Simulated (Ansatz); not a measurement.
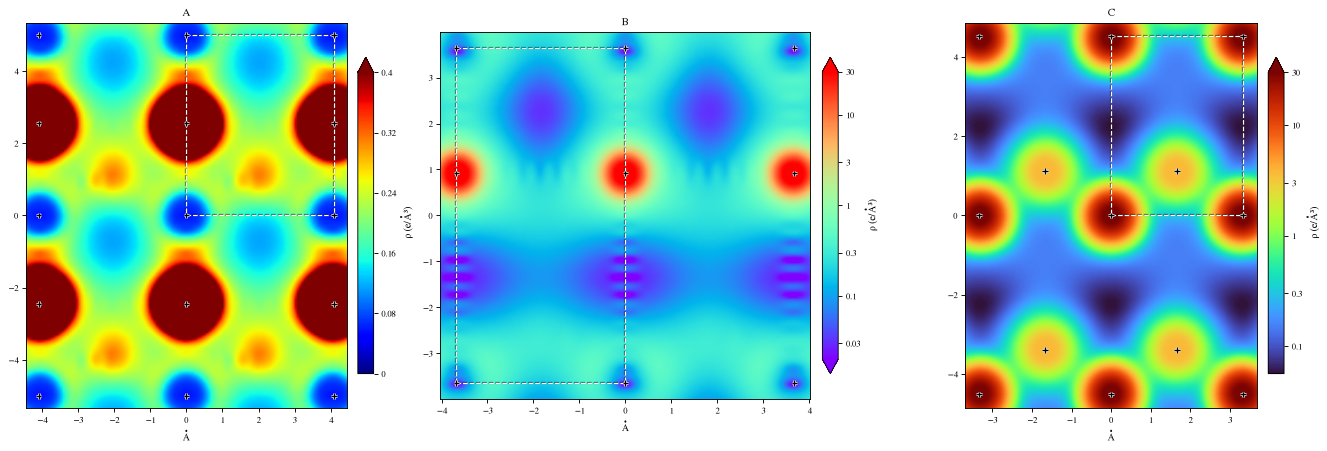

The valence pseudo-density of 3 systems, each on a plane through atoms (crosses mark nuclei in the plane).

The calculation used DFT PBEsol, scalar-relativistic, plane waves, PAW in Ansatz 0.2.0.

System 1: SiGe, the (010) plane of the conventional cell. Space group P6₃mc; a structure from a database of computed crystals, not necessarily the ambient phase; not relaxed (largest force 1.0 eV/Å); computed pressure about 3 GPa in this cell.

```
CELL_PARAMETERS angstrom
3.67423 0.00000 0.00000
-1.83711 3.18198 0.00000
0.00000 0.00000 7.28450
ATOMIC_POSITIONS crystal
Si 0.66667 0.33333 0.87461
Si 0.33333 0.66667 0.37461
Ge 0.66667 0.33333 0.50039
Ge 0.33333 0.66667 0.00039
```

System 2: Al₃Cu₂, the (100) plane of the conventional cell. Space group P-3m1; a structure from a database of computed crystals, not necessarily the ambient phase; computed without spin polarisation.

```
CELL_PARAMETERS angstrom
4.09195 0.00000 0.00000
-2.04598 3.54373 0.00000
0.00000 0.00000 4.99278
ATOMIC_POSITIONS crystal
Al 0.00000 0.00000 0.00000
Al 0.33333 0.66667 0.34993
Al 0.66667 0.33333 0.65007
Cu 0.33333 0.66667 0.83951
Cu 0.66667 0.33333 0.16049
```

System 3: HfN, the (010) plane of the conventional cell. Space group I-4m2; a structure from a database of computed crystals, not necessarily the ambient phase; changed on purpose from its base cell (strain -0.040 along x and y, -0.080 along z, atoms carried along); computed pressure about 37 GPa in this cell; computed without spin polarisation.

```
Hf N
1.0
     2.35663   -2.35663    0.00000
     2.35663    2.35663    0.00000
     0.00000    0.00000    4.51687
Hf N
2 2
Direct
  0.00000 0.00000 0.00000
  0.50000 0.50000 0.50000
  0.50000 0.00000 0.25000
  0.00000 0.50000 0.75000
```

Q: Which map belongs to which system?

A: Panel A is system 2, Al₃Cu₂: the plane holds Al and Cu. Al–Cu (2.44 Å): the density is about 0.33 e/Å³ at the midpoint. Panel B is system 1, SiGe: the plane holds Si and Ge. Panel C is system 3, HfN: the plane holds Hf and N. Hf–N (2.01 Å): the density is about 0.99 e/Å³ at the midpoint.
